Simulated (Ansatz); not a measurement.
Cell and atoms:

```
Ga N
1.0
     3.21836    0.00000    0.00000
    -1.60918    2.78718    0.00000
     0.00000    0.00000    5.24311
Ga N
2 2
Direct
  0.66667 0.33333 0.49913
  0.33333 0.66667 0.99913
  0.66667 0.33333 0.87587
  0.33333 0.66667 0.37587
```

### Before looking at a picture, describe the arrangement of atoms.

Formula: GaN. The space group is P6_3mc (No. 186); the lattice is primitive hexagonal. The structure is of the kind named wurtzite. The cell has 4 atoms, namely 2 Ga, 2 N. The polyhedra are GaN4 tetrahedra; they share corners. Each Ga atom is coordinated by four N in a tetrahedral arrangement at 1.97 to 1.98 Å. Each N is bonded to four Ga in a tetrahedral arrangement at 1.97 to 1.98 Å. The bonds build a three-dimensional framework.

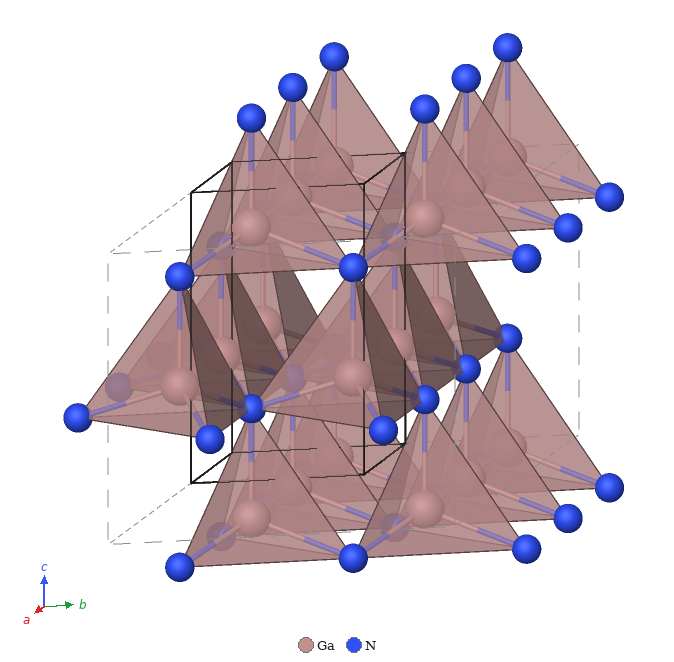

Polyhedral drawing of the structure, looking slightly off an axis. A block of 3×2×1 cells is shown, with one conventional unit cell in solid outline. Some neighbours outside the box are added. Colours: gallium pink, nitrogen blue.

The structure was taken from a structure listed in the Materials Project. Earlier steps of the study may have refined or changed the cell and positions. Ansatz was used for an electronic-structure calculation on it.
